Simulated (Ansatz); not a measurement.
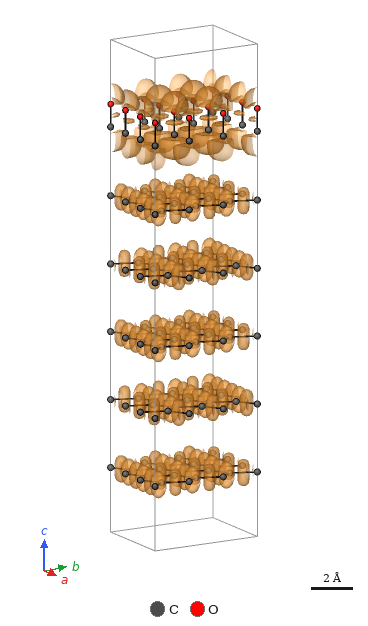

*C₁₁O (slab). Isosurface of the ELF at 0.8 (orange), seen slightly off an axis. Only the valence region is drawn (cores and ρ < 0.01 e/Å³ removed). Sticks mark near contacts.*

Level of theory: DFT PBE+D3(BJ), scalar-relativistic, plane waves, PAW in Ansatz 0.2.0.

Question: Describe the localisation domains.

Answer: At this value the surface marks out 15 regions between bonded C–C atoms, one region between bonded C–O atoms, one lobe on C, pointing away from the bonds (lone pairs) and one lobe on O, pointing away from the bonds (lone pairs, which may merge into one lobe), counted in one cell of 12 atoms. Counts are for one cell; the picture repeats the cell along the surface. Profiles from the grid: C–O (1.13 Å): the ELF peaks at about 0.85 between the atoms. C–C (1.42 Å): the ELF peaks at about 0.95 between the atoms.

Question: Does the calculation give a band gap?

Answer: It is gapless in this calculation (a metal or semimetal).
